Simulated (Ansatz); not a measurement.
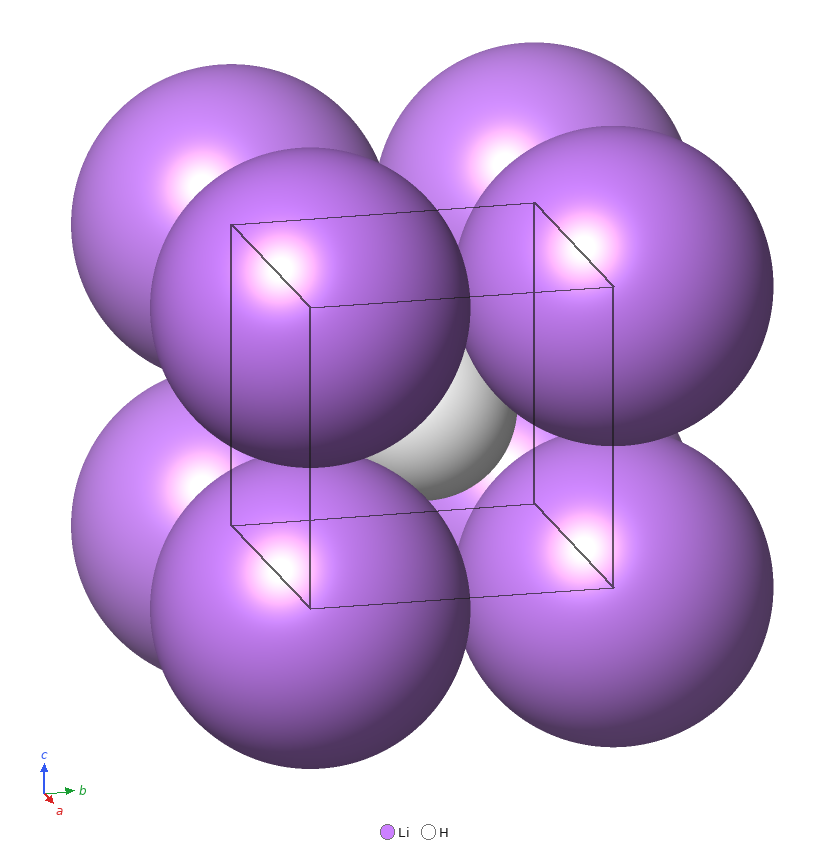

The figure gives a space-filling picture of the atoms, viewed slightly off an axis. Lines trace the edges of the conventional unit cell.

LiH, caesium chloride (CsCl, B2) type, space group Pm-3m (No. 221), a = 2.502 Å, b = 2.502 Å, c = 2.502 Å, α = 90.00°, β = 90.00°, γ = 90.00°. Its origin is a structure type filled with these elements by a generator (whether the compound takes this form wasn't checked). Earlier steps of the study may have refined or changed the cell and positions. A calculation with Ansatz used it as input.

This one geometry was computed with Ansatz (DFT, plane waves, PAW) at six levels of theory: PBE, r2SCANh, r2SCAN, HSE06, PBE0 and dielectric-dependent PBE0 (fraction 1/eps_inf of PBE). It was relaxed beforehand with r2SCAN.

Question: How does the band gap change with the level of theory?

Answer: PBE: a gap of 0.71 eV, indirect; r2SCAN: a gap of 1.12 eV, indirect; HSE06: a gap of 1.41 eV, indirect; r2SCANh: a gap of 1.64 eV, indirect; dielectric-dependent PBE0 (fraction 1/eps_inf of PBE): a gap of 1.95 eV, indirect; PBE0: a gap of 2.13 eV, indirect.

Question: Collect the results in a table.

Answer:
| level | cutoff (eV) | k-mesh of the run's cell | gap (eV) | pressure (GPa) |
| --- | --- | --- | --- | --- |
| PBE | 420 | 10×10×10 | 0.71 | 0.2 |
| r2SCANh | 500 | 8×8×8 | 1.64 | -0.1 |
| r2SCAN | 500 | 10×10×10 | 1.12 | 0.0 |
| HSE06 | 420 | 8×8×8 | 1.41 | -0.3 |
| PBE0 | 420 | 8×8×8 | 2.13 | -0.2 |
| dielectric-dependent PBE0 (fraction 1/eps_inf of PBE) | 420 | 8×8×8 | 1.95 | -0.2 |

Gaps are taken on the k-mesh or band path of each run.
